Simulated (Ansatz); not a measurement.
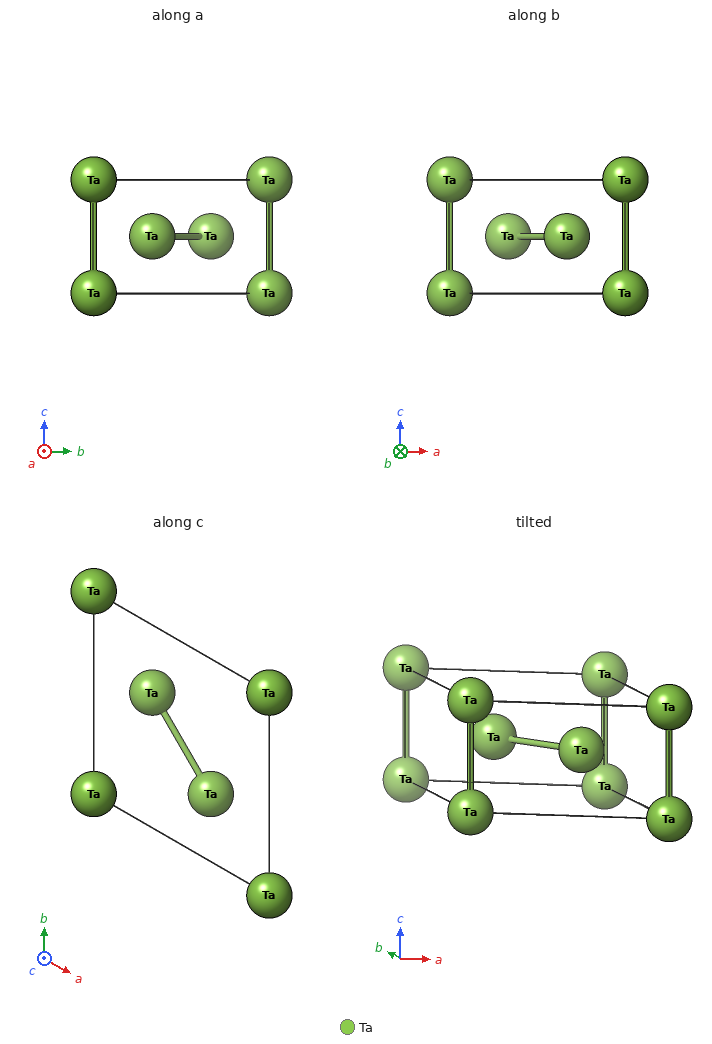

Ball-and-stick representation of a periodic structure, projected along the a axis, along the b axis, along the c axis and slightly off an axis. The parallelepiped is the conventional unit cell.

Lattice parameters: a = 4.922 Å, b = 4.922 Å, c = 2.754 Å, α = 90.00°, β = 90.00°, γ = 120.00°. Put a along x and b in the xy plane.

> Transcribe the picture into a POSCAR file.

```
Ta
1.0
     4.922    0.000    0.000
    -2.461    4.262    0.000
     0.000    0.000    2.754
Ta
3
Direct
  0.0000 0.0000 0.0000
  0.3333 0.6667 0.5000
  0.6667 0.3333 0.5000
```

Its origin is a structure type filled with this element by a generator (whether the element takes this form wasn't checked). Earlier steps of the study may have refined or changed the cell and positions. A calculation with Ansatz used it as input.
